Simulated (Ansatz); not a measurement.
**TiPbO3: density, localisation and related maps**

The calculation's input:

```
crystal:
  lattice:
    - [3.919328809, 0.0, 0.0]
    - [0.0, 3.919328809, 0.0]
    - [0.0, 0.0, 3.919328809]
  atoms:
    - { symbol: Ti, position: [0.5, 0.5, 0.5] }
    - { symbol: Pb, position: [0.0, 0.0, 0.0] }
    - { symbol: O, position: [0.0, 0.5, 0.5] }
    - { symbol: O, position: [0.5, 0.0, 0.5] }
    - { symbol: O, position: [0.5, 0.5, 0.0] }
basis:
  ecutwfc: 420
kpoints:
  mp_grid: { grid: [8, 8, 8] }
  band_path: { path: [VBM, CBM], npoints: 2 }
hamiltonian:
  xc: pbesol
scf:
  occupations: { method: gaussian, width: 0.02 }
output:
  forces: true
  stress: true
  eigenvalues: true
  write_density: true
  write_potential: true
  elf: true
  volumetric_format: npy
```

Launched as:

```sh
ansatz run input.yaml --threads 2 --pin off --max-ram 5120MiB --backend cpu --events-out ev --progress --plain --runs-dir out
```

Below, planes, directions and counts refer to the conventional cell (a = 3.92 Å, b = 3.92 Å, c = 3.92 Å, α = 90.00°, β = 90.00°, γ = 90.00°).

Space group Pm-3m; computed without spin polarisation.

All numbers below come from DFT PBEsol, scalar-relativistic, plane waves, PAW (Ansatz).

The density is the valence pseudo-density of a PAW calculation; it isn't the true density close to the nuclei.

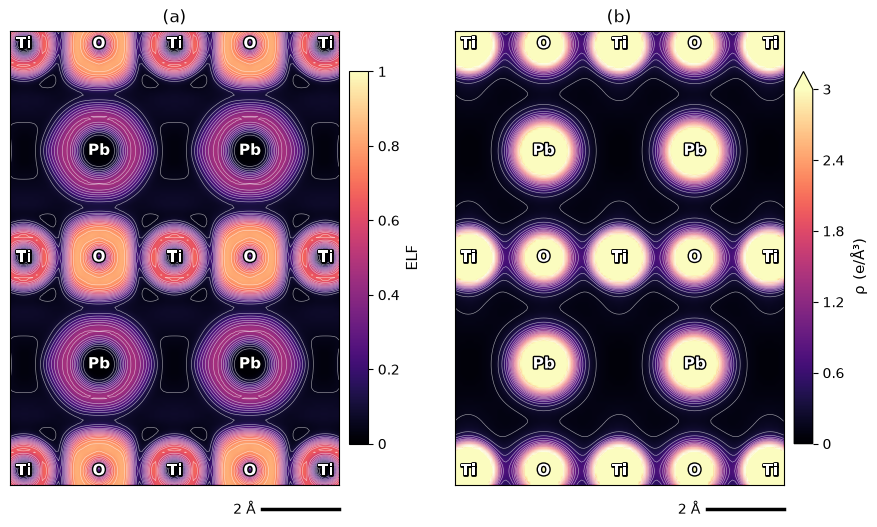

Figure 1. (a) ELF; (b) valence charge density (pseudo) on the (011̄) plane of the conventional cell.

**What do the fields say about this system?**

- Atoms in the plane: Ti, Pb and O.
- Ti–O (1.96 Å): ρ at the midpoint is about 0.7 e/Å³; the ELF peaks at about 0.85 in the valence shell of O, 0.6 Å from its nucleus, and is about 0.20 at the midpoint; no localised pair shows between them.
- Pb–O (2.77 Å): ρ at the midpoint is about 0.19 e/Å³; the ELF is about 0.10 at the midpoint; no localised pair shows between them.
- Between the atoms the lowest density in this plane is 0.05 e/Å³.
- The features right at Ti lie inside the PAW spheres, where the map follows smoothed inner orbitals and isn't to be read closely.

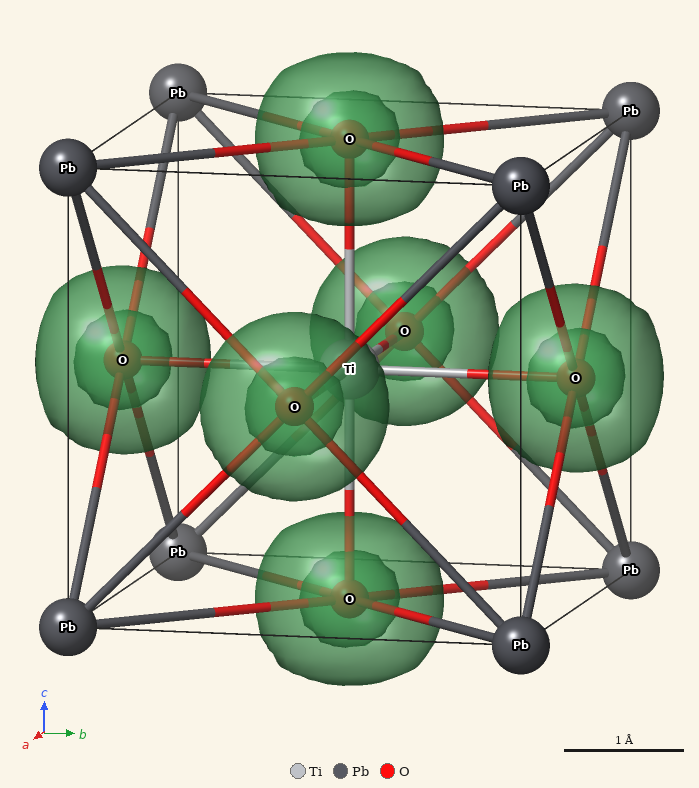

Figure 2. Isosurface of the electron localisation function at 0.75 (green), seen slightly off an axis. Only the valence region is drawn (cores and ρ < 0.01 e/Å³ removed). Sticks mark near contacts.

**What do the ELF domains correspond to?**

The ELF exceeds this value in three regions wrapped around O (the valence shell of each), counted in one cell of 5 atoms. Any copies at cell faces, edges or corners count once.

**Does the calculation make it a metal, or give it a gap?**

It is gapped, with a Kohn–Sham gap of 1.6 eV on the k-point mesh, an upper bound to the gap of this method.
